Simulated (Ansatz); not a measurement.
# Energy of Bi along a strain of the cell

System: Bi (2 atoms in the cell).
Method: Kohn-Sham DFT of a periodic cell, PBEsol, all-electron LAPW, scalar-relativistic, no spin polarisation (Ansatz 0.2.0).

The 5 runs differ only in the geometry, by a strain of the cell at fixed fractional positions. Against run 3, the strain is εzz = η. The structure derives from a Materials Project entry.

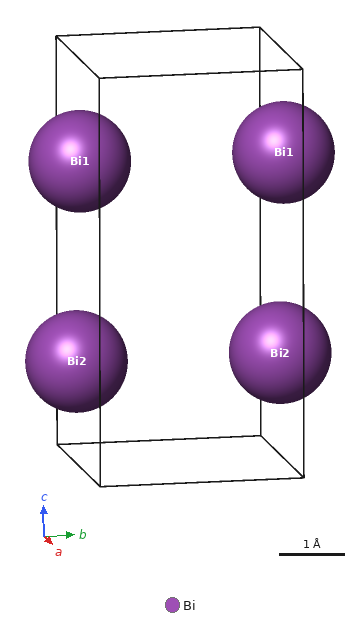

Figure 1. The structure of run 3 (spheres-only view of the cell of the calculation, seen slightly off an axis; atoms are numbered from 1 in the order of the input).

**Input of run 3**
```yaml
crystal:
  lattice:
    - [3.238376246, 0.0, 0.0]
    - [0.0, 3.22164332, 0.0]
    - [-0.0804548793, 0.0, 6.4438887882]
  atoms:
    - { symbol: Bi, position: [0.54424725, 0.0, 0.74957789] }
    - { symbol: Bi, position: [0.45575275, 0.0, 0.25042211] }
kpoints:
  mp_grid: { grid: [8, 8, 4] }
scf:
  occupations: { method: fermi_dirac, width: 0.05 }
hamiltonian:
  xc: pbesol
  pseudopotentials: { kind: all_electron, lapw: { basis_error: 0.001 } }
output:
  forces: true
  stress: true
  eigenvalues: true
```

Command:
```bash
ansatz run input.yaml --threads 1 --pin off --max-ram 3072MiB --backend cpu --events-out ev --progress --plain --runs-dir out
```

Lattice vectors (Å) and fractional positions of run 3:
```
   3.238376    0.000000    0.000000
   0.000000    3.221643    0.000000
  -0.080455    0.000000    6.443889
Bi  0.544247  0.000000  0.749578
Bi  0.455753  0.000000  0.250422
```

Run 2 differs from it as follows:
```diff
-    - [-0.0804548793, 0.0, 6.4438887882]
+    - [-0.0804548793, 0.0, 6.3150110124]
```

**Results, with one run withheld**

```csv
run,strain parameter η (%),"free energy per atom, from the lowest run given (meV)",pressure (GPa)
1,−4.0000,14.05,2.02
2,−2.0000,?,?
3,0.0000,0.00,−0.43
4,2.0000,7.66,−1.37
5,4.0000,23.21,−2.14
```

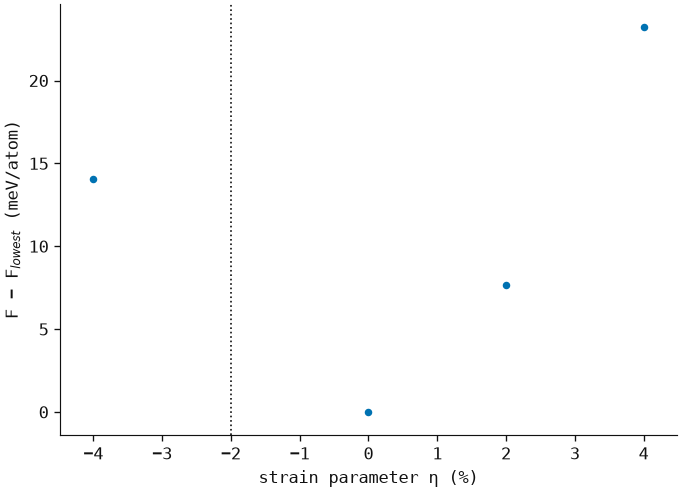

Figure 2. Free energy per atom of the runs given; the dotted line marks run 2.

Fit the runs given and predict run 2.

A quadratic polynomial in the coordinate, fitted to the 4 runs given, misses them by at most 0.41 meV per atom. With x = η − 0.5000, it reads F = 1.1834 + 2.3191 x + 1.1482 x² (meV per atom). At run 2 it gives 2.56 meV per atom, and the run itself gives 1.07. The fit has its minimum at η = −0.5099 %. So low a polynomial doesn't follow these energies more closely.

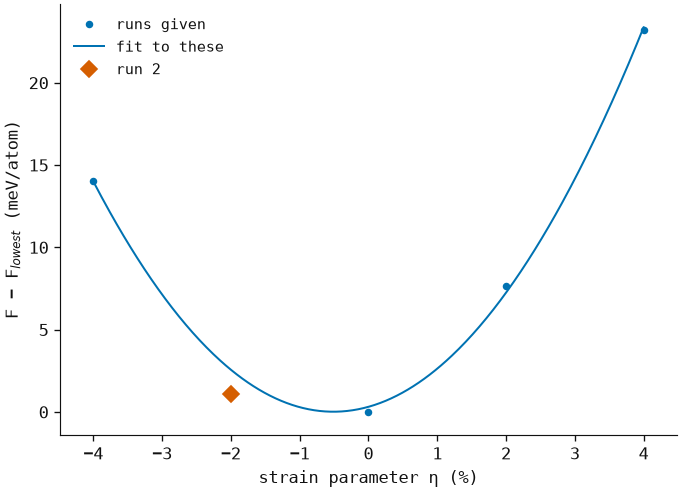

Figure 3. The fit and the withheld run.

**Output, shortened to warnings, some set-up lines, iterations and results (run 2)**
```
Basis set: ecut = 197.75621963737842 eV, 411 PW (Γ), exchange–correlation at level 2
Symmetry: 4 space group operations
k-points: 90 of 256
Initial density: superposition of atomic densities (chi_scale 0.1, normalization cell)
[...]
SCF iter   1: F=—  HF=-1171102.860299 eV  |F-HF|=—  |Δ(HF+E_count)|=         —  Δρ=6.81e-3  dr2=1.99e-2  ethr=2.68e-5  ⟨swp⟩=3.4  Hψ=25911  notcnv=0
SCF iter   2: F=—  HF=-1171102.857133 eV  |F-HF|=—  |Δ(HF+E_count)|=   3.17e-3  Δρ=1.31e-3  dr2=4.74e-4  ethr=6.39e-7  ⟨swp⟩=2.0  Hψ=20040  notcnv=0
SCF iter   3: F=—  HF=-1171102.853738 eV  |F-HF|=—  |Δ(HF+E_count)|=   3.40e-3  Δρ=5.02e-4  dr2=8.61e-5  ethr=6.39e-7  ⟨swp⟩=3.0  Hψ=12572  notcnv=0
SCF iter   4: F=—  HF=-1171102.852294 eV  |F-HF|=—  |Δ(HF+E_count)|=   1.44e-3  Δρ=1.59e-4  dr2=1.00e-5  ethr=1.16e-7  ⟨swp⟩=2.0  Hψ=11813  notcnv=0
SCF iter   5: F=—  HF=-1171102.852162 eV  |F-HF|=—  |Δ(HF+E_count)|=   1.32e-4  Δρ=4.97e-5  dr2=9.65e-7  ethr=1.36e-8  ⟨swp⟩=3.0  Hψ=12078  notcnv=0
SCF iter   6: F=—  HF=-1171102.852157 eV  |F-HF|=—  |Δ(HF+E_count)|=   5.06e-6  Δρ=7.28e-6  dr2=4.95e-8  ethr=1.30e-9  ⟨swp⟩=3.0  Hψ=12098  notcnv=0
SCF iter   7: F=-1171102.852157 eV  HF=-1171102.852157 eV  |F-HF|=1.56e-8  |Δ(HF+E_count)|=   5.87e-8  Δρ=2.49e-6  dr2=1.33e-8  ethr=6.68e-11  ⟨swp⟩=3.0  Hψ=12049  notcnv=0
SCF 1 converged in 7 iterations: F = -1171102.852157 eV  dr2 = 1.33e-8
SCF converged after 7 iterations
Free energy (F): -1171102.852157 eV
Harris-Foulkes:  -1171102.852157 eV  (|F-HF|=1.56e-8)
Internal energy: -1171102.841084 eV  (E = F + TS)
E sigma→0 (E₀):  -1171102.846620 eV
Entropy (-TS):   -0.011073 eV (-5.537 meV/atom)
Fermi energy:    14.391131 eV
--- Per-component energies (eV) ---
  E_band       = -5303.244903
  E_kinetic    = 1355577.220134
  E_xc         = -21299.765418
  E_electrostatic = -2505380.295800  (all electrons and nuclei)
  E_smearing   = -0.011073  (= −TS)
  E_closure    = 0.000000  (closes the sum)
  E_atoms      = -1171094.363200  (free atoms, spherical and without spin; not in F)
  Σ components = -1171102.852157   (vs F -1171102.852157, Δ=0.00e0)
  Basis errors (estimates in eV, not in F): energy 3.3e-4 per atom: plane waves 3.2e-4 (1.7e-4 summed), levels above the bands 1.4e-72, relativity 1.6e-8, radial functions 6.0e-6, core shells 1.3e-8; eigenvalues (radial functions only) 3.3e-6; not estimated: angular momenta, meshes, grids; target …
--- Forces (eV/Å), atoms counted from 1 ---
  atom   1  Bi     0.03598493    -0.00000000     0.00831303
  atom   2  Bi    -0.03598493     0.00000000    -0.00831303
  max |Σ_I F_I| component: 0.00e0 eV/Å
--- Stress (GPa, compression-positive) ---
       -0.083143       0.000000      -0.038126
        0.000000       0.587408      -0.000000
       -0.038126      -0.000000       1.510343
  P = ⅓ Tr σ = 0.6715 GPa (6.715 kbar)
```

Notes: Spin–orbit coupling is left out, which matters for Bi.
